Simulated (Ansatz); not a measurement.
# Geometry relaxation of Rb

Rb (P6₃/mmc, 2 atoms in the cell), computed with DFT PBE+D3(BJ), scalar-relativistic, plane waves, PAW, no spin polarisation (Ansatz 0.2.0).

The structure derives from a Materials Project entry. Figures and captions count atoms from 1; the log counts them from 0 in places.

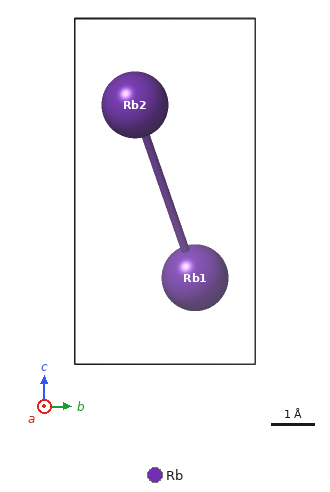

Figure 1. The input geometry (ball-and-stick view of the cell of the calculation, along the a axis; atoms are numbered from 1 in the order of the input). Near neighbours in the crystal (not all of them lie inside the picture): Rb has 12 Rb at 4.93 to 4.98 Å.

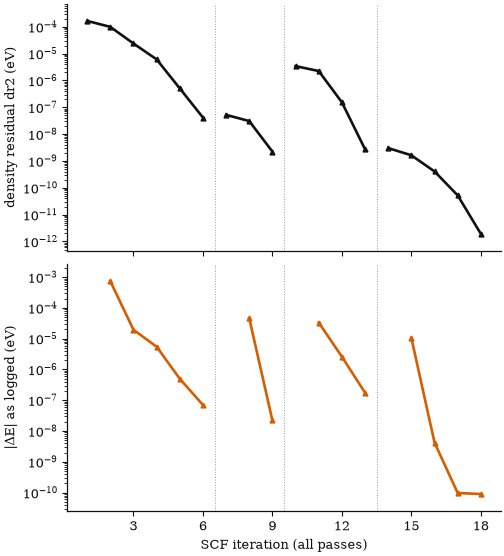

Figure 2. Convergence of the self-consistent field: density residual dr2 and size of the energy change against the SCF iteration. The dotted lines part the SCF passes of the relaxation: geometry steps, rejected trials and re-solves on a re-selected basis. The passes take 6, 3, 4 and 5 iterations.

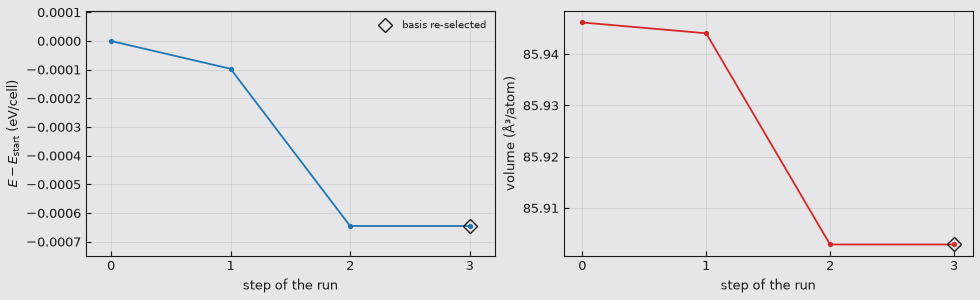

Figure 3. Progress of the relaxation, step by step (the first geometry is step 0 here and step 1 in the log).

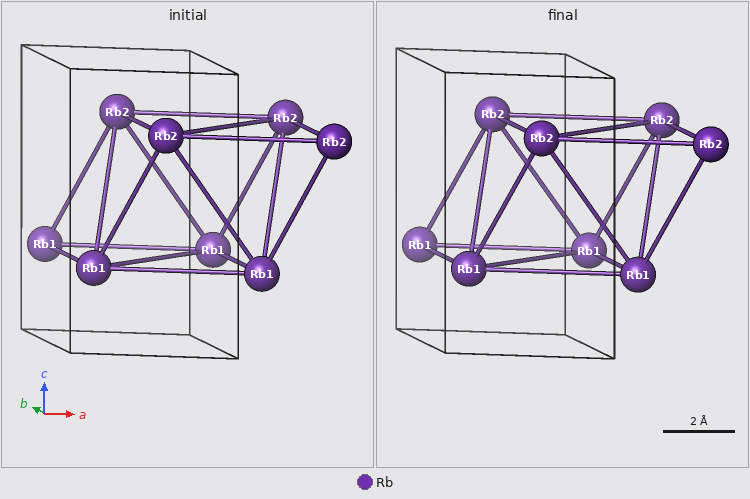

Figure 4. Before (left) and after (right) the relaxation, at one scale (ball-and-stick view of the cell of the calculation, repeated 2 × 2 × 1, seen slightly off an axis). The energy falls by 0.6 meV per cell of the calculation in 2 geometry steps. All forces vanish by symmetry, so only the cell relaxes. Pressure: 0.00 GPa at the start and 0.00 GPa at the end. No atom moves by more than 0.005 Å relative to the cell. The drawn cell changes as follows: a = b 4.926 → 4.956 Å (+0.6 %), c 8.181 → 8.076 Å (−1.3 %); the volume changes by −0.1 %. Among the contacts that change: Rb1–Rb2 4.982 → 4.949 Å, Rb1–Rb1 4.926 → 4.956 Å. The space group stays P6_3/mmc (No. 194). A last SCF at the same geometry on a re-selected plane-wave basis shifts the energy by next to nothing (0.0 meV per cell of the calculation). (Atoms are counted from 1 in the order of the input.)

The input that produced these results follows, with the program's output.

Input:
```yaml
crystal:
  lattice:
    - [4.9256623778, 0.0, 0.0]
    - [-2.4628311889, 4.2657487497, 0.0]
    - [0.0, 0.0, 8.1808150982]
  atoms:
    - { symbol: Rb, position: [0.3333333333, 0.6666666667, 0.25] }
    - { symbol: Rb, position: [0.6666666667, 0.3333333333, 0.75] }
basis:
  ecutwfc: 420
kpoints:
  mp_grid: { grid: [12, 12, 6] }
hamiltonian:
  xc: pbe
  dispersion: d3bj
scf:
  occupations: { method: gaussian, width: 0.1 }
output:
  forces: true
  stress: true
  eigenvalues: true
relax:
  adjacent_minimum: "off"
  f_tol: 0.005
  max_steps: 80
  cell: { stress_tol: 0.05 }
```

Run as:
```bash
ansatz run input.yaml --threads 1 --pin off --max-ram 2560MiB --backend cpu --events-out ev --progress --plain --runs-dir out
```

Log:
```
Engine: ansatz 0.2.0, aarch64-unknown-linux-gnu
Pseudopotentials: kind: paw
Pseudopotential: Rb, paw, valence charge 9, recommended cutoff 420 eV (normal), Rb.paw.azcp
Functional definition: PBE
  parameter kappa = 0.804
  parameter beta = 0.06672455060314922
  exchange = pbe_x(kappa = kappa, mu = beta*pi^2/3)
  correlation = pbe_c(beta = beta)
Crystal: 2 atoms, lattice volume = 171.892 Å³
Basis set: ecut = 420 eV, 3369 PW (Γ), exchange–correlation on 72×72×120 points (8 copies of the dense FFT grid, shifted against one another)
Bands: 13, of which v1, the nominal top of the filled ones, is band 9 counted from 1 (8 counted from 0)
Symmetry: 24 space group operations
Space group: P63/mmc (ITA 194), of the structure as read, at distance tolerance 5.6e-5 Å
k-points: 76 of 864
Non-local potential: Rb, projectors of the file, l = 0: 3, l = 1: 2, l = 2: 2
PAW form: soft (Blöchl's): semilocal exchange-correlation on the pseudo side does not see the compensation charge
PAW one-centre angular grid: Rb, 110 points (default); XC on 64 Gauss nodes
Initial density: superposition of atomic densities (neutral atoms: chi_scale 0, normalization atom), corrected by the library's trained network
Initial wavefunctions: pseudopotential atomic-orbital guess
Functional: x = pbe(κ = 0.804, μ = 0.2195149727645171), c = pbe(β = 0.06672455060314922)
SCF iter   1: F=—  HF=-6534.913090 eV  |F-HF|=—  |Δ(HF+E_count)|=         —  Δρ=2.13e-4  dr2=1.66e-4  ethr=1.77e-3  ⟨swp⟩=7.4  Hψ=6587  notcnv=0
preconditioner: auto → Kerker (q_TF=auto, 1.873 Å⁻¹)  [metal: Δε(μ)=0.033 eV  Ē_g=2.294 eV  σ=0.100 eV  W_gap=0.19  n_scr=22 (ndim 8)  ℏωp=4.0 eV  f_vac=0.000  D(μ)=1.74/eV (n_scr^D=2)]
SCF iter   2: F=—  HF=-6534.913832 eV  |F-HF|=—  |Δ(HF+E_count)|=   7.42e-4  Δρ=1.59e-4  dr2=9.93e-5  ethr=9.20e-7  ⟨swp⟩=3.1  Hψ=2764  notcnv=0
SCF iter   3: F=—  HF=-6534.913812 eV  |F-HF|=—  |Δ(HF+E_count)|=   1.95e-5  Δρ=9.33e-5  dr2=2.39e-5  ethr=5.52e-7  ⟨swp⟩=1.7  Hψ=1064  notcnv=0
SCF iter   4: F=—  HF=-6534.913818 eV  |F-HF|=—  |Δ(HF+E_count)|=   5.49e-6  Δρ=7.61e-5  dr2=6.12e-6  ethr=1.33e-7  ⟨swp⟩=1.7  Hψ=1061  notcnv=0
SCF iter   5: F=—  HF=-6534.913818 eV  |F-HF|=—  |Δ(HF+E_count)|=   4.98e-7  Δρ=1.66e-5  dr2=5.08e-7  ethr=3.40e-8  ⟨swp⟩=1.7  Hψ=1062  notcnv=0
SCF iter   6: F=-6534.913818 eV  HF=-6534.913818 eV  |F-HF|=4.14e-9  |Δ(HF+E_count)|=   7.04e-8  Δρ=3.89e-6  dr2=4.16e-8  ethr=5.56e-10  ⟨swp⟩=4.1  Hψ=5337  notcnv=0
SCF 1 converged in 6 iterations: F = -6534.913818 eV  dr2 = 4.16e-8
  greatest PAW one-centre occupation: 0.975 electrons in one spin orbital (limit 2), on the Rb atom at site 1 (counted from 0), in its partial waves of l = 0
relax step   1: F+E_penalty+E_count = -6534.91381801 eV  Δ(F+E_penalty+E_count) = +0.000e0 eV  max|allowed force component| = 1.446e-17 eV/Å  Δτ_max = 0.0000 Å  P = -0.001 GPa  Ω = 171.892 Å³  (6 SCF iters, dr2 threshold 1.00e-7 eV, accepted)
Crystal: 2 atoms, lattice volume = 171.888 Å³
Initial density: handed on by an earlier stage of this run
Initial wavefunctions: those handed on with the density
iter 1 solved again at ethr=6.45e-8 eV; its pass at ethr=3.10e-3 eV (dr2=1.16e-5 eV) is discarded
SCF iter   1: F=—  HF=-6534.913961 eV  |F-HF|=—  |Δ(HF+E_count)|=         —  Δρ=4.51e-6  dr2=5.24e-8  ethr=6.45e-8  ⟨swp⟩=3.0  Hψ=7856  notcnv=0
preconditioner: auto → Kerker (q_TF=auto, 1.873 Å⁻¹)  [metal: Δε(μ)=0.034 eV  Ē_g=2.294 eV  σ=0.100 eV  W_gap=0.19  n_scr=22 (ndim 8)  ℏωp=4.0 eV  f_vac=0.000  D(μ)=1.74/eV (n_scr^D=2)]
SCF iter   2: F=—  HF=-6534.913915 eV  |F-HF|=—  |Δ(HF+E_count)|=   4.60e-5  Δρ=3.07e-6  dr2=3.07e-8  ethr=2.91e-10  ⟨swp⟩=2.1  Hψ=1634  notcnv=0
SCF iter   3: F=-6534.913915 eV  HF=-6534.913915 eV  |F-HF|=1.19e-9  |Δ(HF+E_count)|=   2.21e-8  Δρ=1.29e-6  dr2=2.24e-9  ethr=5.40e-11  ⟨swp⟩=3.5  Hψ=4713  notcnv=0
SCF 2 converged in 3 iterations: F = -6534.913915 eV  dr2 = 2.24e-9
relax step   2: F+E_penalty+E_count = -6534.91391483 eV  Δ(F+E_penalty+E_count) = -9.683e-5 eV  max|allowed force component| = 2.660e-17 eV/Å  Δτ_max = 0.0000 Å  P = -0.001 GPa  Ω = 171.888 Å³  energy of the carried Pulay correction = +6.906e-9 eV  (3 SCF iters, dr2 threshold 9.73e-9 eV, accepted)
Crystal: 2 atoms, lattice volume = 171.806 Å³
Basis set: ecut = 420 eV, 3357 PW (Γ), exchange–correlation on 72×72×120 points (8 copies of the dense FFT grid, shifted against one another)
iter 1 solved again at ethr=5.01e-8 eV; its pass at ethr=3.10e-3 eV (dr2=9.02e-6 eV) is discarded
SCF iter   1: F=—  HF=-6534.914494 eV  |F-HF|=—  |Δ(HF+E_count)|=         —  Δρ=3.20e-5  dr2=3.43e-6  ethr=5.01e-8  ⟨swp⟩=4.1  Hψ=9801  notcnv=0
preconditioner: auto → Kerker (q_TF=auto, 1.873 Å⁻¹)  [metal: Δε(μ)=0.018 eV  Ē_g=2.295 eV  σ=0.100 eV  W_gap=0.10  n_scr=22 (ndim 8)  ℏωp=4.0 eV  f_vac=0.000  D(μ)=1.78/eV (n_scr^D=2)]
SCF iter   2: F=—  HF=-6534.914460 eV  |F-HF|=—  |Δ(HF+E_count)|=   3.34e-5  Δρ=2.31e-5  dr2=2.25e-6  ethr=1.90e-8  ⟨swp⟩=1.3  Hψ=1011  notcnv=0
SCF iter   3: F=—  HF=-6534.914463 eV  |F-HF|=—  |Δ(HF+E_count)|=   2.60e-6  Δρ=6.41e-6  dr2=1.54e-7  ethr=1.25e-8  ⟨swp⟩=2.8  Hψ=1543  notcnv=0
SCF iter   4: F=-6534.914463 eV  HF=-6534.914463 eV  |F-HF|=5.23e-9  |Δ(HF+E_count)|=   1.76e-7  Δρ=9.73e-7  dr2=2.74e-9  ethr=4.58e-11  ⟨swp⟩=4.9  Hψ=5365  notcnv=0
SCF 3 converged in 4 iterations: F = -6534.914463 eV  dr2 = 2.74e-9
relax step   3: F+E_penalty+E_count = -6534.91446327 eV  Δ(F+E_penalty+E_count) = -5.484e-4 eV  max|allowed force component| = 1.966e-17 eV/Å  Δτ_max = 0.0000 Å  P = +0.000 GPa  Ω = 171.806 Å³  energy of the carried Pulay correction = +1.096e-7 eV  (4 SCF iters, dr2 threshold 8.24e-9 eV, accepted)
Basis set: ecut = 420 eV, 3357 PW (Γ), exchange–correlation on 72×72×108 points (8 copies of the dense FFT grid, shifted against one another)
Initial wavefunctions: pseudopotential atomic-orbital guess (no wavefunctions were taken with the density)
iter 1 solved again at ethr=2.26e-7 eV; its pass at ethr=3.10e-3 eV (dr2=4.06e-5 eV) is discarded
SCF iter   1: F=—  HF=-6534.914453 eV  |F-HF|=—  |Δ(HF+E_count)|=         —  Δρ=1.58e-6  dr2=3.03e-9  ethr=2.26e-7  ⟨swp⟩=3.7  Hψ=10001  notcnv=0
eigensolver tolerance schedule: the retry pair's looser diagonalisation over-reported the residual by 13392.71 of it (diagonalisation noise at 39.71 of the residual, at the tolerance the schedule requests for it); recorded, not acted on — ethr = c·dr2/N_el stays at c = 1.0e-1
SCF iter   2: F=—  HF=-6534.914463 eV  |F-HF|=—  |Δ(HF+E_count)|=   1.06e-5  Δρ=8.53e-7  dr2=1.63e-9  ethr=1.69e-11  ⟨swp⟩=3.8  Hψ=2412  notcnv=0
SCF iter   3: F=—  HF=-6534.914463 eV  |F-HF|=—  |Δ(HF+E_count)|=   4.22e-9  Δρ=3.19e-7  dr2=4.08e-10  ethr=9.07e-12  ⟨swp⟩=1.7  Hψ=1067  notcnv=0
SCF iter   4: F=—  HF=-6534.914463 eV  |F-HF|=—  |Δ(HF+E_count)|=  9.73e-11  Δρ=2.19e-7  dr2=5.23e-11  ethr=2.27e-12  ⟨swp⟩=1.7  Hψ=1068  notcnv=0
SCF iter   5: F=-6534.914463 eV  HF=-6534.914463 eV  |F-HF|=5.46e-12  |Δ(HF+E_count)|=  9.00e-11  Δρ=2.79e-8  dr2=1.93e-12  ethr=1.00e-12  ⟨swp⟩=6.8  Hψ=4881  notcnv=0
SCF 4 converged in 5 iterations: F = -6534.914463 eV  dr2 = 1.93e-12
relax step   4: F+E_penalty+E_count = -6534.91446330 eV  Δ(F+E_penalty+E_count) = -2.398e-8 eV  max|allowed force component| = 1.850e-17 eV/Å  Δτ_max = 0.0000 Å  P = +0.000 GPa  Ω = 171.806 Å³  stress off target by 1.87e-3 GPa  SCF on the basis re-selected at this cell (its energy is not comparable with the rows above)  (5 SCF iters)
basis re-selected at this cell: Δ(F+E_penalty+E_count) = -2.398e-8 eV, ΔP = +0.000 GPa vs the last step (what re-selecting the basis moved, of the pressure what is left beyond the Pulay correction that the steps carried, after the strain that the cell walked since its last selection, with what the two solves' SCF thresholds leave and, on support functions, any second-order correction that the steps lacked; it is no measure of the basis error at this ecutwfc). The dense FFT grid was sized anew with the basis: this SCF ran on 36×36×54 points, the steps before it on 36×36×60, so part of this shift can come from that change (see relax.cell in the input reference). This SCF's stress stands 1.87e-3 GPa from its target on what of the cell is left free (relax.cell.stress_tol is 5.00e-2 GPa) and its largest allowed force component is 1.85e-17 eV/Å (relax.f_tol is 5.00e-3 eV/Å): within both
SCF converged after 5 iterations
Free energy (F): -6534.914463 eV
Harris-Foulkes:  -6534.914463 eV  (|F-HF|=5.46e-12)
Internal energy: -6534.905567 eV  (E = F + TS)
E sigma→0 (E₀):  -6534.910015 eV
Entropy (-TS):   -0.008897 eV (-4.448 meV/atom)
Fermi energy:    2.174536 eV
--- Per-component energies (eV) ---
  E_band       = -232.953068
  E_kinetic    = 381.748852
  E_local      = -1393.575491  (includes V_loc(G=0)·N_el)
  E_nonlocal   = 347.294171
  E_hartree    = 388.040425
  E_xc         = -258.673424
  E_vxc        = -270.534258  (∫ρ·V_xc dr)
  E_paw        = -5236.060504  (= ΣΔE_a)
  E_vpaw       = -73.967166  (= ΣTr[D̂ρ^β])
  E_aug_tail   = -0.000002  (compensation charges beyond the density's cutoff)
  E_ewald      = -763.465104
  E_disp       = -0.214488  (pairwise vdW)
  E_smearing   = -0.008897  (= −TS)
  E_closure    = -0.000000  (closes the sum)
  Σ components = -6534.914463   (vs F -6534.914463, Δ=0.00e0)
--- Forces (eV/Å), atoms counted from 1 ---
  atom   1  Rb     0.00000000     0.00000000     0.00000000
  atom   2  Rb    -0.00000000    -0.00000000    -0.00000000
  max |Σ_I F_I| component: 3.47e-18 eV/Å
--- Stress (GPa, compression-positive) ---
        0.001500       0.000000      -0.000000
       -0.000000       0.001500      -0.000000
       -0.000000      -0.000000      -0.001874
  P = ⅓ Tr σ = 0.0004 GPa (0.004 kbar)
--- Band table (eV; the first three rows and the last of 76) ---
  k-point 0: bands = ["-26.6759", "-26.6708", "-10.8292", "-10.7297", "-10.7297", "-10.7138", "-10.7138", "-10.7130", "0.1408", "2.3185", "2.8913", "5.7036", "5.7036"]
  k-point 1: bands = ["-26.6755", "-26.6711", "-10.8216", "-10.7286", "-10.7286", "-10.7210", "-10.7148", "-10.7148", "0.2230", "1.9063", "3.3139", "5.6054", "5.6842"]
  k-point 2: bands = ["-26.6746", "-26.6721", "-10.8008", "-10.7427", "-10.7257", "-10.7257", "-10.7178", "-10.7178", "0.4638", "1.3433", "3.9246", "5.1347", "5.6768"]
  k-point 75: bands = ["-26.6696", "-26.6696", "-10.8055", "-10.8055", "-10.7822", "-10.7822", "-10.7346", "-10.7346", "3.2496", "3.2496", "3.4803", "3.4803", "3.4934"]
--- Relaxed structure (3 steps of the walk, 3 accepted, 1 SCFs on fresh bases) ---
  F+E_penalty+E_count = -6534.91446330 eV   max|allowed force component| = 1.850e-17 eV/Å   (the final SCF, on the basis selected at the relaxed cell)
  cell:  # Å, volume = 171.8058 Å³
    - [4.956382067590921, 7.279613882093653e-33, -9.241697311251707e-34]
    - [-2.4781910337954605, 4.292352781395379, -5.223753621760398e-19]
    - [-1.5349126898567344e-33, -1.0018068340635411e-18, 8.075653279624174]
  atoms:
    - { symbol: Rb, position: [0.3333333333333333, 0.6666666666666666, 0.24999999999999997] }
    - { symbol: Rb, position: [0.6666666666666665, 0.3333333333333333, 0.75] }
```

Trajectory as extended XYZ (Å, eV, eV/Å), 4 frames, from step=1 to step=4:
```
2
Lattice="4.9257 0.0000 0.0000 -2.4628 4.2657 0.0000 0.0000 0.0000 8.1808" Properties=species:S:1:pos:R:3:forces:R:3 step=1 energy=-6534.91382 pressure_GPa=-0.00
Rb    0.0000    2.8438    2.0452    0.0000   0.0000   0.0000
Rb    2.4628    1.4219    6.1356    0.0000   0.0000   0.0000
2
Lattice="4.9281 0.0000 0.0000 -2.4641 4.2679 0.0000 0.0000 0.0000 8.1724" Properties=species:S:1:pos:R:3:forces:R:3 step=2 energy=-6534.91392 pressure_GPa=-0.00
Rb    0.0000    2.8453    2.0431    0.0000   0.0000   0.0000
Rb    2.4641    1.4226    6.1293    0.0000   0.0000   0.0000
2
Lattice="4.9564 0.0000 0.0000 -2.4782 4.2924 0.0000 0.0000 0.0000 8.0757" Properties=species:S:1:pos:R:3:forces:R:3 step=3 energy=-6534.91446 pressure_GPa=0.00
Rb    0.0000    2.8616    2.0189    0.0000   0.0000   0.0000
Rb    2.4782    1.4308    6.0567    0.0000   0.0000   0.0000
2
Lattice="4.9564 0.0000 0.0000 -2.4782 4.2924 0.0000 0.0000 0.0000 8.0757" Properties=species:S:1:pos:R:3:forces:R:3 step=4 energy=-6534.91446 pressure_GPa=0.00
Rb    0.0000    2.8616    2.0189    0.0000   0.0000   0.0000
Rb    2.4782    1.4308    6.0567    0.0000   0.0000   0.0000
```

Summary:

| quantity | value |
| --- | --- |
| outcome | converged |
| space group (tolerance 0.01 Å) | P6₃/mmc (194) |
| electrons treated | 18 |
| free energy | −6534.9145 eV |
| Fermi energy | 2.175 eV |
| gap on the k-point mesh | none (metallic) |
| pressure | 0.00 GPa |
| final volume | 171.81 Å³ |
| largest force (length of the vector) at the end | under 0.001 eV/Å |
| final cell | a = 4.956 Å, b = 4.956 Å, c = 8.076 Å, α = 90.00°, β = 90.00°, γ = 120.00° |
| hardware | 1 thread of Arm Neoverse V2, 112 GiB of memory available, shared host |
| wall time | 30 s |
| peak memory | 0.47 GiB |
